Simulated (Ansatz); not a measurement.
Start from this file.

```
CELL_PARAMETERS angstrom
-3.09412 0.00000 0.00000
-1.54706 -2.67959 0.00000
0.00000 0.00000 16.12934
ATOMIC_POSITIONS crystal
Si 0.66667 0.66667 0.24504
Si 0.33333 0.33333 0.55904
Si 0.00000 0.00000 0.71608
Si 0.00000 0.00000 0.40208
C 0.66667 0.66667 0.75496
C 0.33333 0.33333 0.44096
C 0.00000 0.00000 0.59836
C 0.00000 0.00000 0.28436
```

### What does this file describe?

Composition: SiC. One cell contains 4 Si, 4 C, 8 atoms in all. By contacts within bonding range, the coordination numbers are Si 3 to 4 (mean 3.8) and C 3 to 4 (mean 3.8). The bonds build SiC layers parallel to (001).

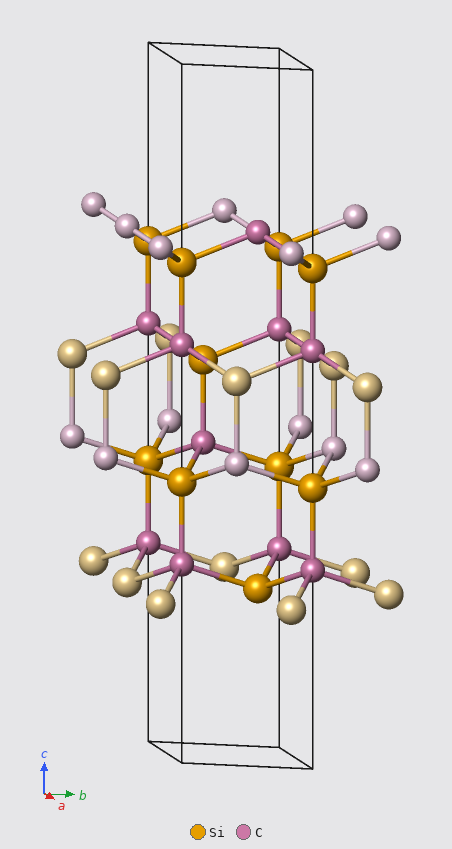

Ball-and-stick representation of a periodic structure, projected slightly off an axis. The simulation cell is drawn as a box. Bonds that leave the box are completed with the atoms at their other ends, in fainter colours.

Origin of the cell: a structure listed in the Materials Project. The cell was then strained or its atoms displaced on purpose. It was run through Ansatz as a DFT input.

At this level of theory the run's own cell isn't at rest (forces up to 2.9 eV/Å), so its distances can differ from those at equilibrium, the more so the softer the solid.
